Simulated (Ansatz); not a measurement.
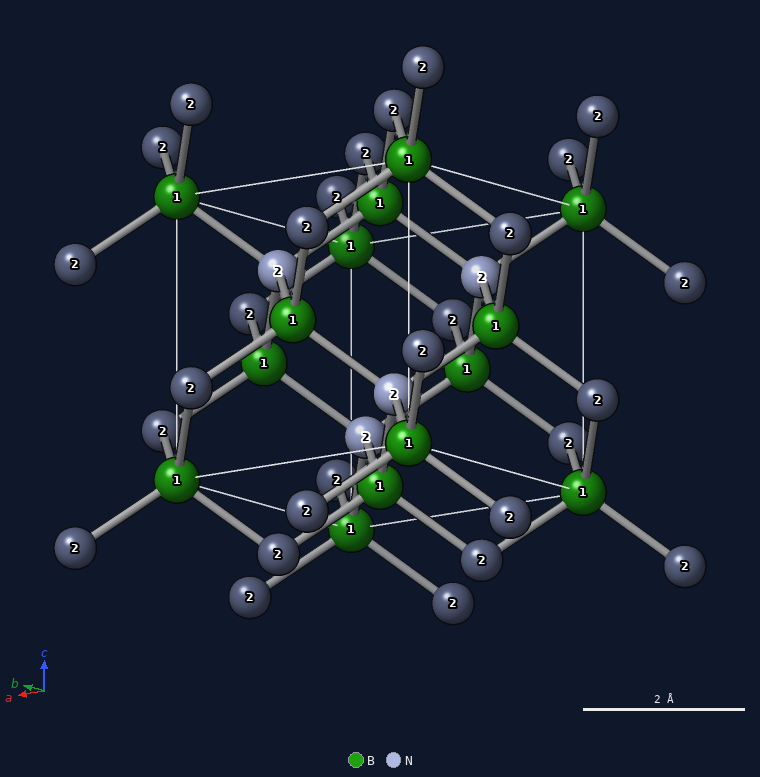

Figure 1. The structure as given in the input (ball-and-stick view of the cell 4 times as large as that of the calculation, set on its symmetry axes, seen at an oblique angle; neighbours outside the cell are drawn fainter; atoms are numbered from 1 in the order of the input). Near neighbours in the crystal (not all of them lie inside the picture): B has 4 N at 1.56 Å; N has 4 B at 1.56 Å.

Run report: BN, GW calculation

- system: BN (F-43m, 2 atoms in the cell)
- method: G0W0 on LDA, plane waves, PAW, no spin polarisation (Ansatz 0.2.0)

The structure was built on a prototype by a generator. The geometry comes from this level: r2SCAN. It belongs to a series of runs on one base structure; here: starting point. Figures and captions count atoms from 1; the log counts them from 0 in places.

**The program's output**
```
Engine: ansatz 0.2.0, x86_64-unknown-linux-gnu
Pseudopotentials: kind: paw
Pseudopotential: B, paw, valence charge 3, recommended cutoff 420 eV (normal), B.paw.azcp
Pseudopotential: N, paw, valence charge 5, recommended cutoff 420 eV (normal), N.paw.azcp
Functional definition: SPW92
  exchange = slater_x
  correlation = pw_c
Crystal: 2 atoms, lattice volume = 11.758 Å³
Basis set: ecut = 420 eV, 259 PW (Γ)
Bands: 8, of which v1, the nominal top of the filled ones, is band 4 counted from 1 (3 counted from 0)
Symmetry: 24 space group operations
Space group: F-43m (ITA 216), of the structure as read, at distance tolerance 2.3e-5 Å
k-points: 16 of 216 (time reversal used)
Non-local potential: B, projectors of the file, l = 0: 2, l = 1: 2, l = 2: 1
Non-local potential: N, projectors of the file, l = 0: 2, l = 1: 2, l = 2: 1
PAW form: soft (Blöchl's): semilocal exchange-correlation on the pseudo side does not see the compensation charge
PAW frozen core: B, regenerated for the run's functional, and the local potential with it (the file was generated under x = pbe(κ = 0.804, μ = 0.2195149727645171), c = pbe(β = 0.06672455060314922))
PAW frozen core: N, regenerated for the run's functional, and the local potential with it (the file was generated under x = pbe(κ = 0.804, μ = 0.2195149727645171), c = pbe(β = 0.06672455060314922))
PAW one-centre angular grid: B, 110 points (default); XC on 64 Gauss nodes
PAW one-centre angular grid: N, 110 points (default); XC on 64 Gauss nodes
Initial density: superposition of atomic densities (neutral atoms: chi_scale 0, normalization atom), corrected by the library's trained network
Initial wavefunctions: pseudopotential atomic-orbital guess
Functional: x = slater, c = lda
SCF iter   1: F=—  HF=-526.457911 eV  |F-HF|=—  |Δ(HF+E_count)|=         —  Δρ=7.22e-3  dr2=4.39e-3  ethr=1.77e-3  ⟨swp⟩=3.8  Hψ=729  notcnv=0  defer=21
preconditioner: auto → none  [insulator: Δε(μ)=4.309 eV  Ē_g=19.886 eV  n_scr=0 (ndim 8)  ℏωp=30.6 eV  f_vac=0.000  ε∞_Penn≈3.4]
SCF iter   2: F=—  HF=-526.456727 eV  |F-HF|=—  |Δ(HF+E_count)|=   1.18e-3  Δρ=3.14e-3  dr2=4.16e-4  ethr=5.49e-5  ⟨swp⟩=2.2  Hψ=301  notcnv=0  defer=27
SCF iter   3: F=—  HF=-526.456597 eV  |F-HF|=—  |Δ(HF+E_count)|=   1.30e-4  Δρ=1.33e-3  dr2=7.07e-5  ethr=5.19e-6  ⟨swp⟩=2.8  Hψ=216  notcnv=0  defer=27
SCF iter   4: F=—  HF=-526.456577 eV  |F-HF|=—  |Δ(HF+E_count)|=   1.98e-5  Δρ=4.08e-4  dr2=6.63e-6  ethr=8.83e-7  ⟨swp⟩=1.0  Hψ=128  notcnv=0
SCF iter   5: F=—  HF=-526.456575 eV  |F-HF|=—  |Δ(HF+E_count)|=   1.92e-6  Δρ=5.99e-5  dr2=1.49e-7  ethr=8.29e-8  ⟨swp⟩=1.0  Hψ=128  notcnv=0
SCF iter   6: F=-526.456575 eV  HF=-526.456575 eV  |F-HF|=9.00e-11  |Δ(HF+E_count)|=   2.36e-8  Δρ=3.57e-6  dr2=5.74e-10  ethr=1.25e-9  ⟨swp⟩=3.9  Hψ=473  notcnv=0
SCF 1 converged in 6 iterations: F = -526.456575 eV  dr2 = 5.74e-10
  greatest PAW one-centre occupation: 0.780 electrons in one spin orbital (limit 2), on the N atom at site 1 (counted from 0), in its partial waves of l = 0
NSCF: frozen V_eff on 16 k-points
G₀W₀ screening: q 1/16
G₀W₀ screening: q 2/16 (q-point 6)
G₀W₀ screening: q 3/16 (q-point 7)
G₀W₀ screening: q 4/16 (q-point 8)
G₀W₀ screening: q 5/16 (q-point 11)
G₀W₀ screening: q 6/16 (q-point 14)
G₀W₀ screening: q 7/16 (q-point 15)
G₀W₀ screening: q 8/16 (q-point 9)
G₀W₀ screening: q 9/16 (q-point 12)
G₀W₀ screening: q 10/16 (q-point 16)
G₀W₀ screening: q 11/16 (q-point 2)
G₀W₀ screening: q 12/16 (q-point 3)
G₀W₀ screening: q 13/16 (q-point 5)
G₀W₀ screening: q 14/16 (q-point 10)
G₀W₀ screening: q 15/16 (q-point 4)
G₀W₀ screening: q 16/16 (q-point 13)
G₀W₀ self-energy: k 1/8
G₀W₀ self-energy: k 2/8
G₀W₀ self-energy: k 3/8
G₀W₀ self-energy: k 4/8
G₀W₀ self-energy: k 5/8
G₀W₀ self-energy: k 6/8
G₀W₀ self-energy: k 7/8
G₀W₀ self-energy: k 8/8
NSCF: frozen V_eff on 1 k-points
NSCF: frozen V_eff on 1 k-points
SCF converged after 6 iterations
Free energy (F): -526.456575 eV
Harris-Foulkes:  -526.456575 eV  (|F-HF|=9.00e-11)
Internal energy: -526.456575 eV  (E = F + TS)
E sigma→0 (E₀):  -526.456575 eV
Fermi energy:    10.996844 eV
--- Per-component energies (eV) ---
  E_band       = 25.216728
  E_kinetic    = 185.429293
  E_local      = -176.144024  (includes V_loc(G=0)·N_el)
  E_nonlocal   = 58.537137
  E_hartree    = 48.502880
  E_xc         = -92.618393
  E_vxc        = -115.622513  (∫ρ·V_xc dr)
  E_paw        = -191.373714  (= ΣΔE_a)
  E_vpaw       = -23.989198  (= ΣTr[D̂ρ^β])
  E_aug_tail   = 0.000099  (compensation charges beyond the density's cutoff)
  E_ewald      = -358.915732
  E_core_change = 0.125878  (= ΣΔE_core)
  E_smearing   = -0.000000  (= −TS)
  E_closure    = 0.000000  (closes the sum)
  Σ components = -526.456575   (vs F -526.456575, Δ=0.00e0)
--- Band table (eV; the first three rows and the last of 16) ---
  k-point 0: bands = ["-9.1288", "10.9968", "10.9968", "10.9968", "19.7125", "19.7125", "19.7125", "21.4792"]
  k-point 1: bands = ["-8.4534", "7.9966", "10.3711", "10.3711", "20.3152", "20.6253", "20.6253", "23.2707"]
  k-point 2: bands = ["-6.5656", "3.1249", "9.4228", "9.4228", "20.9787", "21.5459", "21.5459", "25.4019"]
  k-point 15: bands = ["-3.1964", "2.8175", "4.7601", "4.7715", "18.6644", "22.9508", "25.9897", "27.6802"]
--- G₀W₀: contour deformation, 6 samples at zero and on the imaginary axis and 2 off it, 216 q-points, 44 empty bands' worth ---
  eigenvalues of the whole cell's RPA ε∞ on this k-mesh (on a slab, of 1 + 4πα/V) = 4.5069, 4.5069, 4.5069; static W/v taken at q = 0 is 0.221880
  bands read: the sum over 48 bands ends inside a degenerate multiplet in 2 slots, whose members it reads at an even weight; the widest, k=0: bands 48 to 50 (counted from 1) at 1/3 each
  gw.qp_kpoints: band_edges: 8 of 16 stored k-points solved, in 1 pass; an edge of the gap read off the rows below is read off those points alone
    valence top: of the k-points left out ik 8 came nearest to being solved in a further pass, in band 4 (counted from 1, as in the quasiparticle table): it holds the edge there only if its correction is more favourable than any solved in that band by at least 0.861 eV; those differ by 0.433 eV
    conduction bottom: of the k-points left out ik 10 came nearest to being solved in a further pass, in band 5 (counted from 1, as in the quasiparticle table): it holds the edge there only if its correction is more favourable than any solved in that band by at least 1.778 eV; those differ by 0.630 eV
    ik  band        ε_KS         Σx   Σc(E_QP)       V_xc       Z   E_QP_lin       E_QP  E_QP is
     0     3     10.9968   -22.8917     2.7906   -19.4920  0.8253    10.3862    10.3877  root
     0     4     10.9968   -22.8917     2.7906   -19.4920  0.8253    10.3862    10.3877  root
     0     5     19.7125    -7.9750    -5.4977   -15.1020  0.8378    21.3548    21.3418  root
     0     6     19.7125    -7.9750    -5.4977   -15.1020  0.8378    21.3548    21.3418  root
     1     3     10.3711   -22.6441     2.8902   -19.0870  0.8243     9.7023     9.7042  root
     1     4     10.3711   -22.6441     2.8902   -19.0870  0.8243     9.7023     9.7042  root
     1     5     20.3152    -9.0522    -5.5372   -16.0363  0.8334    21.7729    21.7621  root
     1     6     20.6253    -8.1152    -5.7053   -15.5123  0.8330    22.3322    22.3171  root
     2     3      9.4228   -22.5644     3.1247   -18.6784  0.8216     8.6588     8.6615  root
     2     4      9.4228   -22.5644     3.1247   -18.6784  0.8216     8.6588     8.6615  root
     2     5     20.9787    -9.7892    -5.6219   -16.6903  0.8301    22.2666    22.2578  root
     2     6     21.5459    -7.8770    -5.8839   -15.4591  0.8304    23.2605    23.2440  root
     3     3      9.0411   -22.5967     3.2347   -18.5620  0.8202     8.2381     8.2412  root
     3     4      9.0411   -22.5967     3.2347   -18.5620  0.8202     8.2381     8.2412  root
     3     5     21.2569   -10.0782    -5.6449   -16.9364  0.8291    22.4782    22.4702  root
     3     6     21.6010    -7.6726    -5.8339   -15.1585  0.8324    23.2683    23.2530  root
     4     3      9.2287   -22.2338     3.0816   -18.3834  0.8219     8.4572     8.4599  root
     4     4      9.2287   -22.2338     3.0816   -18.3834  0.8219     8.4572     8.4599  root
     4     5     18.6652    -8.1655    -5.2624   -14.8352  0.8415    20.0815    20.0725  root
     4     6     22.2005    -8.5067    -6.0415   -16.3565  0.8241    24.0290    24.0088  root
     9     3      6.9293   -22.1915     3.6656   -17.5506  0.8131     5.9485     5.9540  root
     9     4      6.9293   -22.1915     3.6656   -17.5506  0.8131     5.9485     5.9540  root
     9     5     16.6118    -8.1130    -4.8568   -14.0952  0.8481    17.7423    17.7373  root
     9     6     21.2535    -7.7161    -5.4206   -14.3392  0.8423    22.4633    22.4560  root
    12     3      6.0502   -22.2667     3.9033   -17.3209  0.8087     5.0008     5.0077  root
    12     4      6.0502   -22.2667     3.9033   -17.3209  0.8087     5.0008     5.0077  root
    12     5     15.3607    -8.0971    -4.6024   -13.6985  0.8520    16.3633    16.3597  root
    12     6     20.1895    -7.8802    -5.1958   -14.1795  0.8474    21.2984    21.2929  root
    14     3      4.9338   -22.7286     4.3184   -17.1863  0.8006     3.6986     3.7100  root
    14     4      6.4537   -21.7930     3.6788   -17.1081  0.8122     5.4416     5.4476  root
    14     5     20.3517    -8.4919    -5.3654   -15.2935  0.8355    21.7985    21.7879  root
    14     6     22.7542    -7.9748    -6.1705   -15.6686  0.8239    24.2931    24.2774  root
```

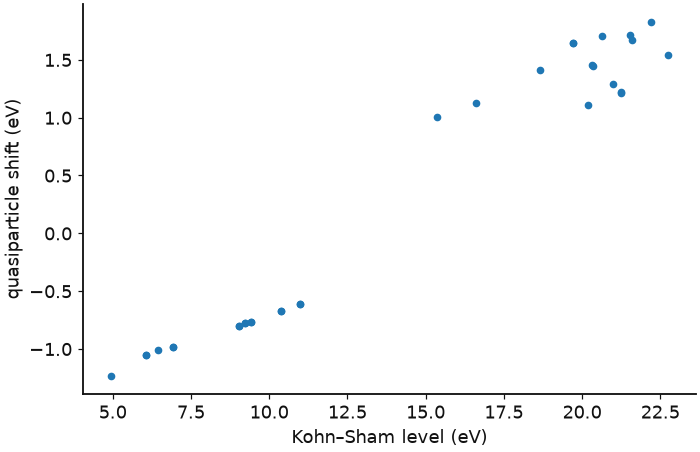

Figure 2. Quasiparticle corrections (linearised) against the Kohn–Sham levels, for the bands and k-points computed. On this mesh the gap goes from 4.36 to 5.97 eV.

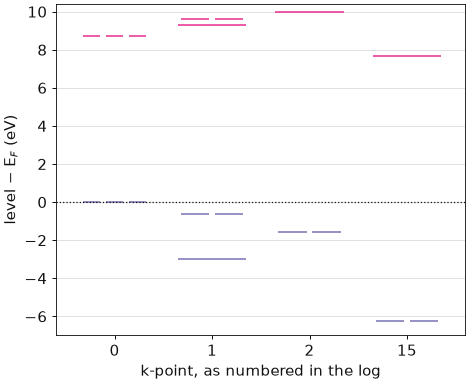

Figure 3. Kohn–Sham levels near the Fermi level (dotted) at the few k-points that the log prints; levels within 0.02 eV of each other stand side by side. Among these points the highest filled and lowest empty levels are 7.67 eV apart; the gap on the full mesh, 4.36 eV, has an edge at a point that isn't printed.

This output came from the following input.

**The input**
```yaml
crystal:
  lattice:
    - [0.0, 1.8048254679, 1.8048254679]
    - [1.8048254679, 0.0, 1.8048254679]
    - [1.8048254679, 1.8048254679, 0.0]
  atoms:
    - { symbol: B, position: [0.0, 0.0, 0.0] }
    - { symbol: "N", position: [0.25, 0.25, 0.25] }
kpoints:
  mp_grid: { grid: [6, 6, 6] }
hamiltonian:
  xc: lda
scf:
  occupations: { method: fixed }
gw:
  n_empty_bands: 44
  ecut_chi: 140
  qp_bands: [v2, c2]
  qp_kpoints: band_edges
  screening: { model: contour_deformation }
```

Command:
```bash
ansatz run input.yaml --threads 2 --pin off --max-ram 3686MiB --backend cpu --events-out ev --progress --plain --runs-dir out
```

**Summary**

| quantity | value |
| --- | --- |
| outcome | converged |
| space group (tolerance 0.01 Å) | F-43m (216) |
| electrons treated | 8 |
| free energy | −526.4566 eV |
| Fermi energy | 10.997 eV |
| gap on the k-point mesh | 4.36 eV |
| quasiparticle gap on the mesh | 5.97 eV |
| hardware | 2 threads of Intel Xeon (Sapphire Rapids), 64 GiB of memory available, shared host |
| wall time | 4.1 s (CPU time 7.2 s) |
| peak memory | 0.3 GiB |

**Remarks**

The GW levels are not extrapolated in basis or mesh.
